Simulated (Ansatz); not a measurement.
# Energy of Ti along an even scaling of the cell

System: Ti (Pm-3m, 1 atom in the cell).
Method: DFT, BLYP, plane waves (420 eV) with PAW, scalar-relativistic, no spin polarisation (Ansatz 0.2.0).

The 6 runs differ only in the geometry, by an even scaling of the cell at fixed fractional positions.

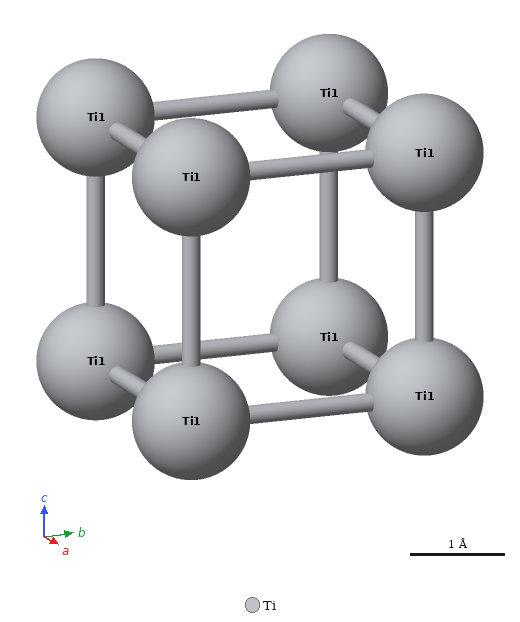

Figure 1. The structure of run 4 (ball-and-stick view of the cell of the calculation, seen slightly off an axis; atoms are numbered from 1 in the order of the input).

### Input of run 4
```yaml
crystal:
  lattice:
    - [2.7095183712, 0.0, 0.0]
    - [0.0, 2.7095183712, 0.0]
    - [0.0, 0.0, 2.7095183712]
  atoms:
    - { symbol: Ti, position: [0.0, 0.0, 0.0] }
hamiltonian:
  xc: blyp
  pseudopotentials:
    kind: paw
    azcp:
      Ti: "pseudopotentials/Ti.paw.azcp"
basis:
  ecutwfc: 420
  fft_grid_basis: typed
kpoints:
  mp_grid: { grid: [13, 13, 13], shift: [0, 0, 0] }
magnetization:
  spin_polarized: false
scf:
  occupations: { method: fermi_dirac, width: 0.1 }
  lower_state_search: "off"
output:
  stress: true
```

Lattice vectors (Å) and fractional positions of run 4:
```
   2.709518    0.000000    0.000000
   0.000000    2.709518    0.000000
   0.000000    0.000000    2.709518
Ti  0.000000  0.000000  0.000000
```

Run 3 differs from it as follows:
```diff
-    - [2.7095183712, 0.0, 0.0]
-    - [0.0, 2.7095183712, 0.0]
-    - [0.0, 0.0, 2.7095183712]
+    - [2.6743258376, 0.0, 0.0]
+    - [0.0, 2.6743258376, 0.0]
+    - [0.0, 0.0, 2.6743258376]
```

### Results, with one run withheld

```csv
run,volume per atom (Å³),"free energy per atom, from the lowest run given (meV)",pressure (GPa)
1,16.832,65.85,11.36
2,18.362,0.00,2.97
3,19.127,?,?
4,19.892,0.81,−2.78
5,20.657,19.40,−4.94
6,21.422,47.41,−6.73
```

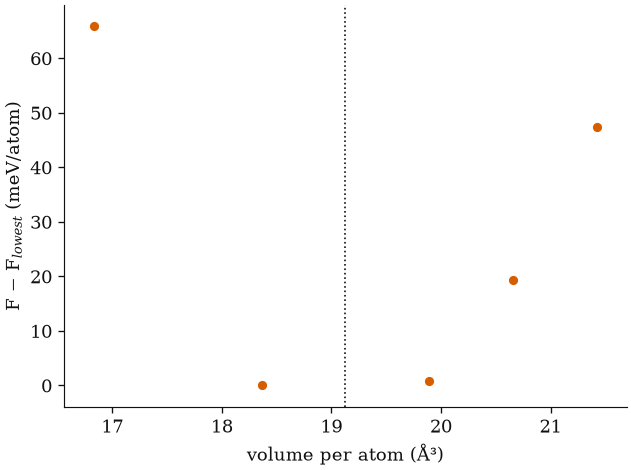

Figure 2. Free energy per atom of the runs given; the dotted line marks run 3.

What should run 3 give?

A cubic polynomial in V^(−2/3) (the Birch–Murnaghan form), fitted to the 5 runs given, misses them by under 0.01 meV per atom. With x = V^(−2/3) − 0.13892 Å⁻², it reads F = −5.8322 − 1110.7 x + 4.9398e+05 x² − 5.7599e+05 x³ (meV per atom). At run 3 it gives −6.43 meV per atom, and the run itself gives −6.44. The slope of the fit gives a pressure −dF/dV of −0.17 GPa there, and the run prints −0.17 GPa. The fit has its minimum at 19.081 Å³ per atom, where V d²F/dV² gives 72 GPa: the bulk modulus at this level, since symmetry fixes the shape and the positions.

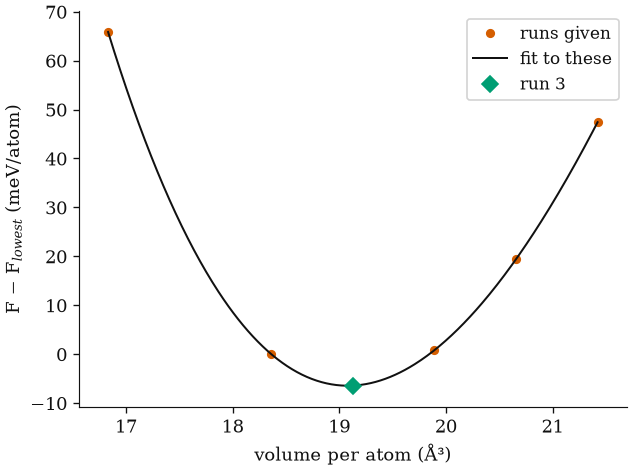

Figure 3. The fit and the withheld run.

### Output, shortened to warnings, some set-up lines, iterations and results (run 3)
```
Basis set: ecut = 420 eV, 365 PW (Γ), exchange–correlation on 36×36×36 points (8 copies of the dense FFT grid, shifted against one another)
Symmetry: 48 space group operations
k-points: 84 of 2197
Initial density: superposition of atomic densities (neutral atoms: chi_scale 0, normalization atom), corrected by the library's trained network
[...]
SCF iter   1: F=—  HF=-2505.241934 eV  |F-HF|=—  |Δ(HF+E_count)|=         —  Δρ=1.87e-2  dr2=8.45e-2  ethr=1.77e-3  ⟨swp⟩=4.8  Hψ=4697  notcnv=0
SCF iter   2: F=—  HF=-2505.220972 eV  |F-HF|=—  |Δ(HF+E_count)|=   2.10e-2  Δρ=6.63e-3  dr2=1.16e-2  ethr=7.04e-4  ⟨swp⟩=2.0  Hψ=1782  notcnv=0
SCF iter   3: F=—  HF=-2505.218401 eV  |F-HF|=—  |Δ(HF+E_count)|=   2.57e-3  Δρ=1.68e-3  dr2=5.17e-4  ethr=9.63e-5  ⟨swp⟩=2.0  Hψ=978  notcnv=0
SCF iter   4: F=—  HF=-2505.218468 eV  |F-HF|=—  |Δ(HF+E_count)|=   6.64e-5  Δρ=2.88e-4  dr2=1.21e-5  ethr=4.31e-6  ⟨swp⟩=2.2  Hψ=1087  notcnv=0
SCF iter   5: F=—  HF=-2505.218546 eV  |F-HF|=—  |Δ(HF+E_count)|=   7.85e-5  Δρ=2.89e-5  dr2=1.57e-7  ethr=1.01e-7  ⟨swp⟩=2.5  Hψ=1254  notcnv=0
SCF iter   6: F=-2505.218546 eV  HF=-2505.218546 eV  |F-HF|=2.40e-10  |Δ(HF+E_count)|=   2.88e-9  Δρ=3.83e-6  dr2=2.49e-9  ethr=8.33e-10  ⟨swp⟩=4.0  Hψ=2434  notcnv=0
SCF 1 converged in 6 iterations: F = -2505.218546 eV  dr2 = 2.49e-9
SCF converged after 6 iterations
Free energy (F): -2505.218546 eV
Harris-Foulkes:  -2505.218546 eV  (|F-HF|=2.40e-10)
Internal energy: -2505.143233 eV  (E = F + TS)
E sigma→0 (E₀):  -2505.180890 eV
Entropy (-TS):   -0.075313 eV (-75.313 meV/atom)
Fermi energy:    12.169961 eV
--- Per-component energies (eV) ---
  E_band       = -167.753477
  E_kinetic    = 273.775574
  E_local      = -913.392007  (includes V_loc(G=0)·N_el)
  E_nonlocal   = 10.435730
  E_hartree    = 376.300360
  E_xc         = -95.129180
  E_vxc        = -118.920895  (∫ρ·V_xc dr)
  E_paw        = -1057.195934  (= ΣΔE_a)
  E_vpaw       = -172.250856  (= ΣTr[D̂ρ^β])
  E_aug_tail   = 0.000111  (compensation charges beyond the density's cutoff)
  E_ewald      = -1099.954823
  E_core_change = 0.016934  (= ΣΔE_core)
  E_smearing   = -0.075313  (= −TS)
  E_closure    = -0.000000  (closes the sum)
  Σ components = -2505.218546   (vs F -2505.218546, Δ=0.00e0)
--- Stress (GPa, compression-positive) ---
       -0.172946       0.000000       0.000000
        0.000000      -0.172946       0.000000
        0.000000       0.000000      -0.172946
  P = ⅓ Tr σ = -0.1729 GPa (-1.729 kbar)
```
